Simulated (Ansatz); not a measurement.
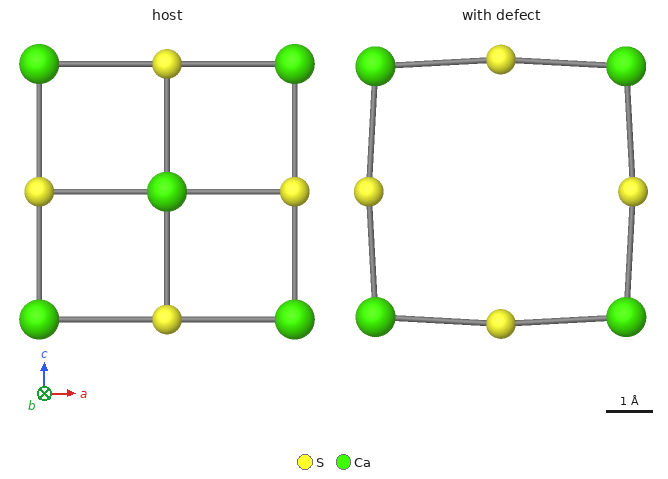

Left: perfect CaS. Right: the same region with one point defect, after relaxing the atoms in a supercell of 64 sites. The picture is a ball-and-stick view of the atoms within 5.4 Å of one point, in a slice 4.2 Å thick across the line of sight, seen along the b axis.

Computed with DFT, PBEsol, PAW, plane waves (Ansatz 0.2.0). Settings: plane-wave cutoff 420 eV; k-point mesh 1 × 1 × 1; mesh shifted by (0.25, 0.25, 0.25); no spin polarisation. Fermi-Dirac smearing of 0.01 eV. A uniform background neutralises the charged cell. The axes drawn are those of the host's conventional cell.

> What kind of defect was made?

A calcium atom is taken out (a vacancy).

The charge state of the cell is −2.

> How does the lattice respond?

Around the empty Ca site the host had 6 S at 2.82 Å; after relaxation the nearest atoms are 6 S at 2.91 to 2.92 Å. Of the host's atoms, a sulfur atom moves furthest from its site, by 0.10 Å.

Limits of the set-up: the cell is charged, on a uniform background, and energies carry no finite-size correction.
